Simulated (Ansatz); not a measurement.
Phonon calculation of Al$_{3}$Cu$_{2}$

Al$_{3}$Cu$_{2}$ (P-3m1, 5 atoms in the cell), computed with DFT LDA, scalar-relativistic, plane waves, PAW, no spin polarisation (Ansatz 0.2.0).

The structure derives from a Materials Project entry. It belongs to a series of runs on one base structure; here: phonon dispersion, density of states and thermodynamics.

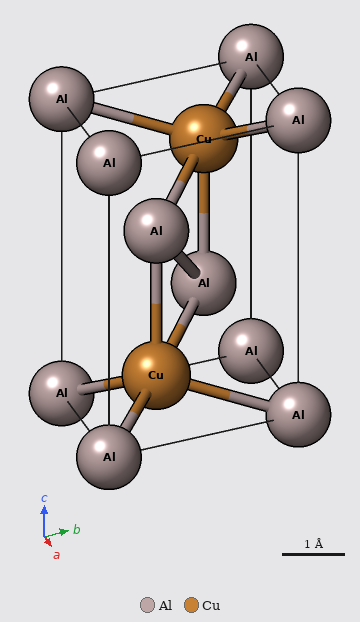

The structure (ball-and-stick view of the cell of the calculation, seen slightly off an axis). An atom can appear more than once, as a periodic image.

Input file
```yaml
crystal:
  lattice:
    - [4.0581149442, 0.0, 0.0]
    - [-2.0290574721, 3.5144306332, 0.0]
    - [0.0, 0.0, 4.9351643192]
  atoms:
    - { symbol: Al, position: [0.0, 0.0, 0.0] }
    - { symbol: Al, position: [0.3333333333, 0.6666666667, 0.3510826192] }
    - { symbol: Al, position: [0.6666666667, 0.3333333333, 0.6489173808] }
    - { symbol: Cu, position: [0.3333333333, 0.6666666667, 0.84201963] }
    - { symbol: Cu, position: [0.6666666667, 0.3333333333, 0.15798037] }
basis:
  ecutwfc: 420
kpoints:
  mp_grid: { grid: [12, 12, 8] }
hamiltonian:
  xc: lda
scf:
  occupations: { method: fermi_dirac, width: 0.15 }
output:
  eigenvalues: true
phonons:
  method: dfpt
  eigenvectors: true
  qmesh: [3, 3, 2]
  temperatures: { t_max: 1000, t_step: 100 }
  qpath:
    path:
      - [[0.0, 0.0, 0.0], [0.5, 0.0, 0.0], [0.33333333, 0.33333333, 0.0], [0.0, 0.0, 0.0], [0.0, 0.0, 0.5], [0.5, 0.0, 0.5], [0.33333333, 0.33333333, 0.5], [0.0, 0.0, 0.5]]
      - [[0.5, 0.0, 0.5], [0.5, 0.0, 0.0]]
      - [[0.33333333, 0.33333333, 0.5], [0.33333333, 0.33333333, 0.0]]
    npoints: 8
```

Hardware: 4 threads of Intel Xeon @ 2.70GHz, 189 GiB of memory available, shared host.

Command:
```bash
ansatz run input.yaml --threads 4 --pin off --max-ram 12288MiB --backend cpu --events-out ev --progress --plain --runs-dir out
```

Log
```
band count auto-derived: 30 (N_el = 47.0; filled up to band 24; 29 by the electrons, moments and atoms)
Engine: ansatz 0.2.0, x86_64-unknown-linux-gnu
Pseudopotentials: kind: paw
Pseudopotential: Al, paw, valence charge 3, recommended cutoff 420 eV (normal), Al.paw.azcp
Pseudopotential: Cu, paw, valence charge 19, recommended cutoff 420 eV (normal), Cu.paw.azcp
Functional definition: SPW92
  exchange = slater_x
  correlation = pw_c
Crystal: 5 atoms, lattice volume = 70.385 Å³
Basis set: ecut = 420 eV, 1385 PW (Γ), exchange–correlation on 60×60×72 points (8 copies of the dense FFT grid, shifted against one another)
Bands: 30, of which v1, the nominal top of the filled ones, is band 24 counted from 1 (23 counted from 0)
Symmetry: 12 space group operations
k-points: 131 of 1152
Non-local potential: Al, projectors of the file, l = 0: 2, l = 1: 2, l = 2: 1
Non-local potential: Cu, projectors of the file, l = 0: 3, l = 1: 2, l = 2: 3, l = 3: 1
PAW form: soft (Blöchl's): semilocal exchange-correlation on the pseudo side does not see the compensation charge
PAW frozen core: Al, regenerated for the run's functional, and the local potential with it (the file was generated under x = pbe(κ = 0.804, μ = 0.2195149727645171), c = pbe(β = 0.06672455060314922))
PAW frozen core: Cu, regenerated for the run's functional, and the local potential with it (the file was generated under x = pbe(κ = 0.804, μ = 0.2195149727645171), c = pbe(β = 0.06672455060314922))
PAW one-centre angular grid: Al, 110 points (default); XC on 64 Gauss nodes
PAW one-centre angular grid: Cu, 590 points (default); XC on 64 Gauss nodes
Initial density: superposition of atomic densities (neutral atoms: chi_scale 0, normalization atom), corrected by the library's trained network
Initial wavefunctions: pseudopotential atomic-orbital guess
Functional: x = slater, c = lda
SCF iter   1: F=—  HF=-14651.084635 eV  |F-HF|=—  |Δ(HF+E_count)|=         —  Δρ=1.12e-2  dr2=3.79e-2  ethr=1.77e-3  ⟨swp⟩=6.5  Hψ=17802  notcnv=0
preconditioner: auto → Kerker (q_TF=auto, 2.551 Å⁻¹)  [metal: Δε(μ)=0.016 eV  Ē_g=8.252 eV  σ=0.150 eV  W_gap=0.03  n_scr=22 (ndim 8)  ℏωp=24.6 eV  f_vac=0.000  D(μ)=1.22/eV (n_scr^D=2)]
SCF iter   2: F=—  HF=-14651.075297 eV  |F-HF|=—  |Δ(HF+E_count)|=   9.34e-3  Δρ=2.46e-3  dr2=3.58e-3  ethr=8.07e-5  ⟨swp⟩=2.2  Hψ=7312  notcnv=0
SCF iter   3: F=—  HF=-14651.074635 eV  |F-HF|=—  |Δ(HF+E_count)|=   6.63e-4  Δρ=1.85e-3  dr2=1.37e-3  ethr=7.62e-6  ⟨swp⟩=2.2  Hψ=5007  notcnv=0
SCF iter   4: F=—  HF=-14651.074386 eV  |F-HF|=—  |Δ(HF+E_count)|=   2.49e-4  Δρ=3.64e-4  dr2=7.70e-5  ethr=2.92e-6  ⟨swp⟩=1.0  Hψ=3927  notcnv=0
SCF iter   5: F=—  HF=-14651.074369 eV  |F-HF|=—  |Δ(HF+E_count)|=   1.67e-5  Δρ=4.36e-5  dr2=1.61e-6  ethr=1.64e-7  ⟨swp⟩=1.0  Hψ=3927  notcnv=0
SCF iter   6: F=—  HF=-14651.074369 eV  |F-HF|=—  |Δ(HF+E_count)|=   2.27e-7  Δρ=2.50e-5  dr2=6.38e-7  ethr=3.43e-9  ⟨swp⟩=2.6  Hψ=5945  notcnv=0
SCF iter   7: F=—  HF=-14651.074369 eV  |F-HF|=—  |Δ(HF+E_count)|=   9.10e-8  Δρ=4.03e-6  dr2=2.01e-8  ethr=1.36e-9  ⟨swp⟩=2.3  Hψ=5042  notcnv=0
SCF iter   8: F=—  HF=-14651.074369 eV  |F-HF|=—  |Δ(HF+E_count)|=   2.78e-9  Δρ=2.24e-6  dr2=5.98e-9  ethr=4.28e-11  ⟨swp⟩=2.7  Hψ=7279  notcnv=0
SCF iter   9: F=—  HF=-14651.074369 eV  |F-HF|=—  |Δ(HF+E_count)|=   1.82e-9  Δρ=5.55e-7  dr2=3.79e-10  ethr=1.27e-11  ⟨swp⟩=2.2  Hψ=5694  notcnv=0
SCF iter  10: F=-14651.074369 eV  HF=-14651.074369 eV  |F-HF|=3.64e-12  |Δ(HF+E_count)|=  1.58e-10  Δρ=1.11e-7  dr2=8.56e-12  ethr=1.00e-12  ⟨swp⟩=4.2  Hψ=18730  notcnv=0
SCF 1 converged in 10 iterations: F = -14651.074369 eV  dr2 = 8.56e-12
  greatest PAW one-centre occupation: 1.000 electrons in one spin orbital (limit 2), on the Cu atom at site 4 (counted from 0), in its partial waves of l = 0
```

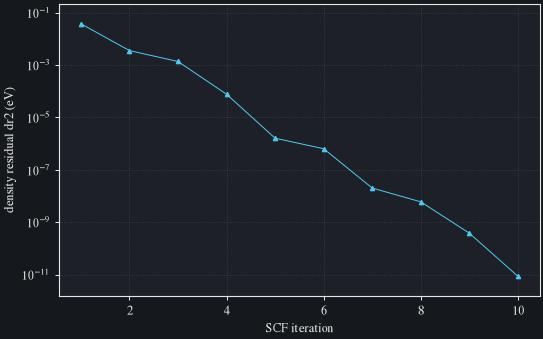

Convergence of the self-consistent field: density residual dr2 against the SCF iteration. The residual falls at every step.

```
phonons: the bands overlap, so this run is a metal and interpolates without the dipole-dipole term. If the crystal is really an insulator or semiconductor, its LO-TO splitting is missing
NSCF: frozen V_eff on 131 k-points
NSCF: frozen V_eff on 320 k-points
DFPT response loops at q = (0, 0, 0) (fractional): preconditioner auto → Kerker (q_TF=auto, 2.551 Å⁻¹) (partly filled bands, converged f_vac=0.000); β = 1.00, the filter's whole step (`scf.mixing.beta` (0.50) is not read by the response loops under this deck's `scf.mixing.preconditioner`; to damp them name `kerker` or `kerker_dos`, under which they read `scf.mixing.beta`, and type it under 1.00, their step now; both keys bind the ground state too); Broyden in place of MSR1
NSCF: frozen V_eff on 640 k-points
DFPT response loops at q = (0, 0, -0.5) (fractional): mixed as the last ones told, above
NSCF: frozen V_eff on 1248 k-points
DFPT response loops at q = (0, 0.3333333333333333, 0) (fractional): mixed as the last ones told, above
NSCF: frozen V_eff on 1248 k-points
DFPT response loops at q = (0, 0.3333333333333333, -0.5) (fractional): mixed as the last ones told, above
NSCF: frozen V_eff on 1176 k-points
DFPT response loops at q = (0.3333333333333333, 0.3333333333333333, 0) (fractional): mixed as the last ones told, above
NSCF: frozen V_eff on 1176 k-points
DFPT response loops at q = (0.3333333333333333, 0.3333333333333333, -0.5) (fractional): mixed as the last ones told, above
SCF converged after 10 iterations
Free energy (F): -14651.074369 eV
Harris-Foulkes:  -14651.074369 eV  (|F-HF|=3.64e-12)
Internal energy: -14650.982339 eV  (E = F + TS)
E sigma→0 (E₀):  -14651.028354 eV
Entropy (-TS):   -0.092030 eV (-18.406 meV/atom)
Fermi energy:    11.507334 eV
--- Per-component energies (eV) ---
  E_band       = -921.803963
  E_kinetic    = 675.196603
  E_local      = -11562.214926  (includes V_loc(G=0)·N_el)
  E_nonlocal   = 810.055645
  E_hartree    = 5189.853919
  E_xc         = -300.706457
  E_vxc        = -324.916809  (∫ρ·V_xc dr)
  E_paw        = -4507.429425  (= ΣΔE_a)
  E_vpaw       = -899.632380  (= ΣTr[D̂ρ^β])
  E_aug_tail   = 0.000361  (compensation charges beyond the density's cutoff)
  E_ewald      = -4956.804530
  E_core_change = 1.066470  (= ΣΔE_core)
  E_smearing   = -0.092030  (= −TS)
  E_closure    = 0.000000  (closes the sum)
  Σ components = -14651.074369   (vs F -14651.074369, Δ=0.00e0)
--- Band table (eV; the first three rows and the last of 131) ---
  k-point 0: bands = ["-102.0914", "-102.0897", "-59.9030", "-59.8961", "-59.8921", "-59.8921", "-59.8841", "-59.8841", "0.0275", "4.9093", "5.4726", "5.9738", "5.9738", "6.3404", "6.3404", "6.8706", "6.8706", "7.2743", "7.2743", "7.7663", "7.7899", "11.2980", "11.2980", "12.8974", "12.8974", "14.0875", "14.4499", "16.9238", "16.9255", "16.9255"]
  k-point 1: bands = ["-102.0914", "-102.0897", "-59.9030", "-59.8961", "-59.8921", "-59.8921", "-59.8841", "-59.8841", "0.1179", "4.3615", "5.6643", "5.9605", "5.9605", "6.3323", "6.3323", "6.8923", "6.8923", "7.2410", "7.2740", "7.2740", "8.8507", "11.4007", "11.4007", "12.9469", "12.9469", "14.1093", "14.5029", "16.0827", "16.0827", "16.7182"]
  k-point 2: bands = ["-102.0914", "-102.0897", "-59.9030", "-59.8962", "-59.8921", "-59.8921", "-59.8841", "-59.8841", "0.3822", "3.4522", "5.8170", "5.9309", "5.9309", "6.3112", "6.3112", "6.9497", "6.9497", "7.0442", "7.2675", "7.2675", "10.3290", "11.7022", "11.7022", "13.0758", "13.0758", "14.1721", "14.6495", "15.0307", "15.0307", "15.9742"]
  k-point 130: bands = ["-102.0905", "-102.0905", "-59.9013", "-59.9013", "-59.8933", "-59.8864", "-59.8864", "-59.8831", "4.5394", "4.6701", "4.6701", "5.0825", "5.0825", "5.9026", "6.5600", "6.5600", "6.5770", "6.9565", "7.2430", "7.2430", "7.5662", "7.6228", "7.6228", "9.0553", "16.3042", "16.7398", "16.7398", "17.6226", "17.6226", "18.2913"]
--- Phonons (Γ-DFPT): 6 representative perturbations + reference (Σ response iterations 22) ---
  ASR residual: 4.291e-4 → 0.000e0 eV/Å²; symmetrization residual: 6.021e-6 eV/Å²
  ASR residual per site (eV/Å²): 4.59e-5 2.01e-5 2.01e-5 4.29e-4 4.29e-4
  Γ frequencies (cm⁻¹): 0.00 0.00 0.00 126.47 126.47 157.16 189.24 205.24 205.24 277.30 277.30 327.25 327.25 328.84 361.91
--- Phonons (arbitrary-q DFPT): 6 irreducible q on the 3×3×2 mesh ---
  q = [0.0000, 0.0000, 0.0000] (star 1, of the zone-centre solve; hermiticity 1.21e-6, symmetrization 2.76e-12): -0.00 0.00 0.00 126.47 126.47 157.16 189.24 205.24 205.24 277.30 277.30 327.25 327.25 328.84 361.91
  q = [0.0000, 0.0000, -0.5000] (star 1, 6 solved perturbations in 1353 linear systems a pass and spin channel, the states on 320 of 1152 k-point pairs; hermiticity 9.77e-7, symmetrization 2.78e-12): 85.93 85.93 92.63 92.63 169.02 175.99 195.57 220.91 220.91 269.01 269.01 325.97 327.19 327.19 337.87
  q = [0.0000, 0.3333, 0.0000] (star 6, 9 solved perturbations on 624 of 1152 k-point pairs; hermiticity 1.01e-6, symmetrization 7.93e-12): 82.31 86.54 129.23 130.10 143.48 165.51 184.77 205.96 224.82 258.03 265.45 328.82 341.46 342.37 370.53
  q = [0.0000, 0.3333, -0.5000] (star 6, 9 solved perturbations on 624 of 1152 k-point pairs; hermiticity 6.34e-7, symmetrization 5.33e-12): 80.17 116.75 132.83 140.88 171.15 180.59 183.94 196.18 216.26 258.87 279.94 315.03 338.06 339.82 366.49
  q = [0.3333, 0.3333, 0.0000] (star 2, 6 solved perturbations in 2400 linear systems a pass and spin channel, the states on 588 of 1152 k-point pairs; hermiticity 2.41e-6, symmetrization 1.41e-6): 98.85 98.85 128.08 140.63 167.87 167.87 172.94 222.96 222.96 243.72 293.28 332.76 332.76 363.26 363.26
  q = [0.3333, 0.3333, -0.5000] (star 2, 6 solved perturbations in 2400 linear systems a pass and spin channel, the states on 588 of 1152 k-point pairs; hermiticity 2.49e-6, symmetrization 1.38e-6): 132.17 136.82 144.41 144.41 159.28 159.28 183.70 219.29 226.71 226.71 296.40 313.57 313.57 363.53 363.53
  sum rule: each row above includes the acoustic sum rule's correction from the zone centre's row sums; it moved no ω² by more than (1.36 cm⁻¹)²
  mesh force constants: q→R imaginary residual 1.16e-16; ASR residual 4.291e-4 → 0.000e0 eV/Å²; symmetrization residual 8.882e-15 eV/Å²
  interpolated dispersion: 75 rows × 15 modes
  density of states and harmonic sums: on the 18×18×14 q-mesh, interpolated from the force constants of a 3×3×2 supercell (no non-analytic term)
  largest difference from the sums on the solved wave vectors: F 3.72e-2 eV, S 5.15e-5 and C_V 1.43e-5 eV/K
  zero-point energy: 0.203808 eV/cell   skipped modes (ω ≤ 0): 3   left out of the sums: 4.41e-5 of the cell's modes: C_V's classical limit lies that fraction below 3 k_B per atom; for a crystal, a wire or a layer, F and S can be off by more, and a phonons.interpolated_qmesh denser along its periods is the remedy for the sampling
```

File phthermo.tsv
```
# format = ansatz-phthermo/1
# interpolated_qmesh = 18 18 14
# force_constants_supercell = 3 3 2
# non_analytic_term = not included (the non-analytic LO-TO correction is not applied to the interpolated dynamical matrix; polar crystals: no LO-TO splitting at GAMMA, and LO and other optical branches, acoustic branches and sound speeds, and with them the density of states and the thermodynamics, can be off between the wave vectors that the force constants were sampled on, most near GAMMA; a larger extent of the force constants narrows that region and is not shown to mend the acoustic slopes)
# zero_point_energy_ev = 2.0380763245e-1
# n_skipped_modes = 3
# share_of_modes_left_out = 4.4091710758e-5
# rigid_motions_known_by = geometry
# t_k	f_vib_ev	s_ev_per_k	c_v_ev_per_k
0.0000	2.0380763245e-1	0.0000000000e0	0.0000000000e0
100.0000	1.9138561872e-1	3.7888344206e-4	6.4020849051e-4
200.0000	1.2277655127e-1	9.7112692868e-4	1.0372480513e-3
300.0000	2.1197140888e-3	1.4203503617e-3	1.1660044070e-3
400.0000	-1.5779271069e-1	1.7639408559e-3	1.2183914168e-3
500.0000	-3.4839721287e-1	2.0388857678e-3	1.2441526257e-3
600.0000	-5.6402179974e-1	2.2671115170e-3	1.2585761627e-3
700.0000	-8.0070795107e-1	2.4618373902e-3	1.2674245578e-3
800.0000	-1.0555562233e0	2.6314826268e-3	1.2732297491e-3
900.0000	-1.3263584569e0	2.7816926007e-3	1.2772384527e-3
1000.0000	-1.6113798363e0	2.9164201408e-3	1.2801202964e-3
```

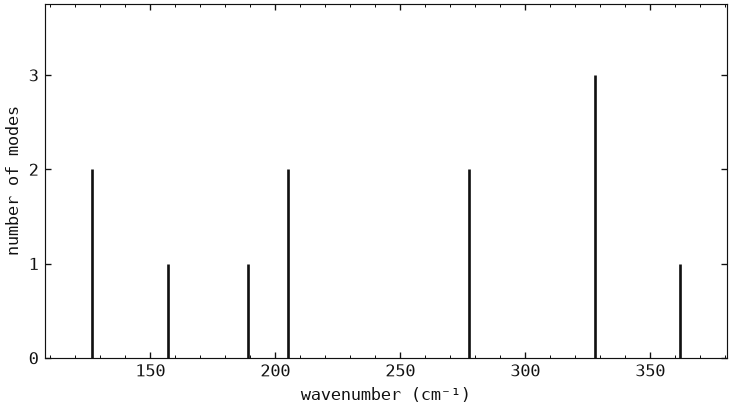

Optical phonons at the zone centre (no LO–TO term); neighbouring modes closer than 3 cm⁻¹ are counted in one stick. 12 modes from 126 to 362 cm⁻¹, none imaginary.

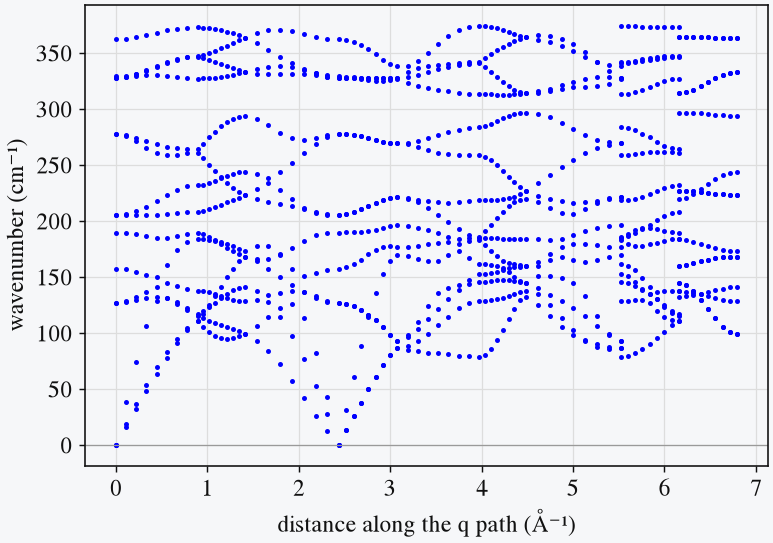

Phonon frequencies along the path of the input (imaginary ones negative). The highest is 374 cm⁻¹; no branch is clearly imaginary on this path.

Results in brief

- outcome: converged
- space group (tolerance 0.01 Å): P-3m1 (164)
- electrons treated: 47
- free energy: −14651.0744 eV
- Fermi energy: 11.507 eV
- gap on the k-point mesh: none (metallic)
- wall time: 19 min (CPU time 70 min)
- peak memory: 3.2 GiB

Results for this metal are sensitive to the k-point mesh.
